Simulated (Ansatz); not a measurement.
System: LiF, space group F-43m (No. 216), 2 atoms in the cell, zincblende type, hydrostatic strain −2.2%.

```cif
data_structure
_symmetry_space_group_name_H-M 'P 1'
_symmetry_Int_Tables_number 1
_cell_length_a 2.9656
_cell_length_b 2.9656
_cell_length_c 2.9656
_cell_angle_alpha 60.000
_cell_angle_beta 60.000
_cell_angle_gamma 60.000
_cell_volume 18.44
loop_
_atom_site_label
_atom_site_type_symbol
_atom_site_fract_x
_atom_site_fract_y
_atom_site_fract_z
_atom_site_occupancy
Li1 Li 0.00000 0.00000 0.00000 1
F1 F 0.25000 0.25000 0.25000 1
```

Level of theory: DFT, PBE, plane waves, PAW, no spin polarisation, 10×10×10 k mesh, Fermi-Dirac smearing of 0.02 eV; code Ansatz 0.2.0.

Predict the main features of the density of states.

There is a gap; over the k points computed it is 8.32 eV (direct among those points). The upper group of valence states starts about 2.2 eV under the valence-band top, with a gap beneath it; it holds about 6 electrons a cell. Within the window shown, the tallest peak of the filled states lies 0.6 eV under the valence-band top, at about 5.1 states per eV and cell.

The cell is at 8 GPa in this functional.

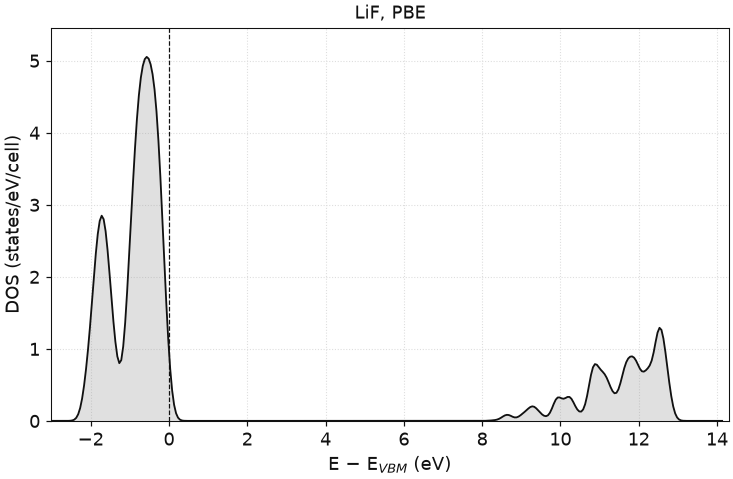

Density of states. Energies are counted from the top of the valence band. The curve is built from the levels of the k mesh with Gaussians 0.3 eV wide, which also blur the band edges.
